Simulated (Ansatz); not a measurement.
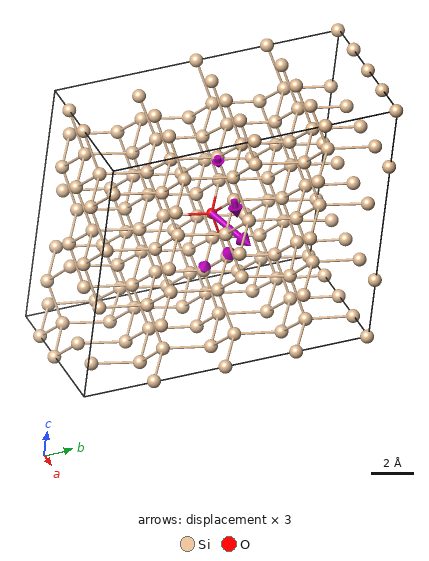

This is a relaxation of a defect cell of composition Si₁₂₇O. The starting structure is drawn; purple arrows show the displacements, magnified 3 times.

The picture is a ball-and-stick view of the cell of the calculation (origin shifted), seen slightly off an axis.

The atoms of the start lie slightly off their symmetric places, so part of the fall in energy undoes that.

Method: DFT, PBEsol, PAW, plane waves in Ansatz. Settings: plane-wave cutoff 420 eV; k-point mesh 1 × 1 × 1; mesh shifted by (0.25, 0.25, 0.25); no spin polarisation; atoms relaxed in a fixed cell; force threshold 0.03 eV/Å; at most 80 steps.

**What happened in the run?**

Over 16 geometry steps the energy falls by 2.129 eV per cell of the calculation. The largest force component goes from 0.93 to 0.0076 eV/Å. The atom that moves furthest is the O atom (0.95 Å along [1 1 −1]). By element the largest moves are O 0.95 Å, Si 0.33 Å. The cell stays as it was. Among the contacts that change: O–Si 2.338 → 3.023 Å, O–Si 2.367 → 3.023 Å, O–Si 2.350 → 1.703 Å, O–Si 2.321 → 1.701 Å. Among the angles between lasting bonds that change: Si–Si–Si 110.6° → 103.5°, Si–Si–Si 109.1° → 103.1°, Si–Si–Si 106.5° → 112.5°.
